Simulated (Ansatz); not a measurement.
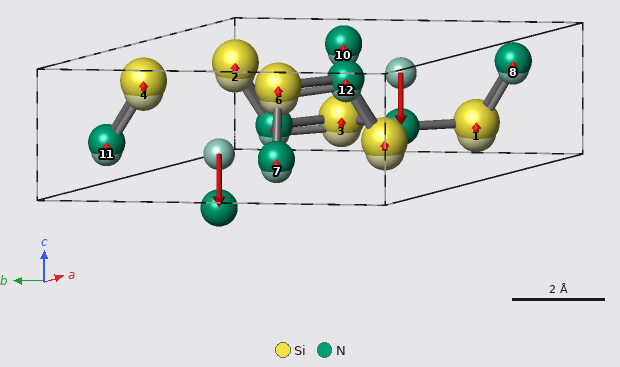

This is a relaxation of crystalline Si3N4 (set up in P6_3). The starting structure is drawn faded, the final one solid; red arrows show the displacements, at their true length.

A ball-and-stick model of the cell of the calculation, seen from a free direction.

These are results of DFT, PBE, plane-wave PAW, default files, scalar-relativistic (Ansatz 0.2.0), not measurements.

Input file:
```yaml
crystal:
  lattice:
    - [7.595, 0.0, 0.0]
    - [-3.7975, 6.5774629417, 0.0]
    - [0.0, 0.0, 2.9023]
  atoms:
    - { symbol: Si, position: [0.7687, 0.1744, 0.25] }
    - { symbol: Si, position: [0.5943, 0.7687, 0.75] }
    - { symbol: Si, position: [0.8256, 0.5943, 0.25] }
    - { symbol: Si, position: [0.2313, 0.8256, 0.75] }
    - { symbol: Si, position: [0.4057, 0.2313, 0.25] }
    - { symbol: Si, position: [0.1744, 0.4057, 0.75] }
    - { symbol: "N", position: [0.0297, 0.3295, 0.265] }
    - { symbol: "N", position: [0.7002, 0.0297, 0.765] }
    - { symbol: "N", position: [0.6705, 0.7002, 0.265] }
    - { symbol: "N", position: [0.9703, 0.6705, 0.765] }
    - { symbol: "N", position: [0.2998, 0.9703, 0.265] }
    - { symbol: "N", position: [0.3295, 0.2998, 0.765] }
    - { symbol: "N", position: [0.3333333333, 0.6666666667, 0.2344] }
    - { symbol: "N", position: [0.6666666667, 0.3333333333, 0.7344] }
kpoints:
  mp_grid: { grid: [4, 4, 10] }
scf:
  occupations: { method: fermi_dirac, width: 0.01 }
hamiltonian:
  xc: pbe
  pseudopotentials: { kind: paw }
output:
  forces: true
  stress: true
  populations: true
  efg:
    quadrupole_moments_barn: { "N": 0.02044 }
    contact_densities: true
relax:
  f_tol: 0.02
  max_steps: 60
```

Launched with:
```bash
ansatz run input.yaml --threads 4 --pin off --max-ram 8192MiB --backend cpu --events-out ev --progress --plain --runs-dir out
```

Q: Atoms of which element are displaced furthest, and by how much?

A: Nitrogen: up to 1.19 Å, against 0.22 Å for silicon.

Q: Describe the change and its energy.

A: The largest moves, 1.19 Å, are those of N13 and N14. N13 goes along −c. Largest moves by element: N 1.19 Å, Si 0.22 Å. The cell stays as it was. Near-neighbour distances that change, for instance: Si1–N14 2.287 → 3.378 Å, Si1–N14 (another image) 2.229 → 1.728 Å, Si1–N8 1.772 → 1.734 Å, Si1–N8 (another image) 1.699 → 1.734 Å. New bonds form: Si1–N14 (2.23 → 1.73 Å), Si2–N13 (2.23 → 1.73 Å), Si3–N14 (2.23 → 1.73 Å), Si4–N13 (2.23 → 1.73 Å). Bond angles that change, for instance: Si4–N11–Si5 125.4° → 123.1°, Si4–N11–Si5 120.9° → 123.1°. The space group (tolerance 0.01 Å) goes from P6_3 (No. 173) to P6_3/m (No. 176). Over 9 accepted moves (10 points after the start) the energy falls by 9.976 eV per cell of the calculation. Largest force component: 2.2 eV/Å at the start, 0.012 eV/Å at the end. 1 step only repeated the SCF at the same geometry.
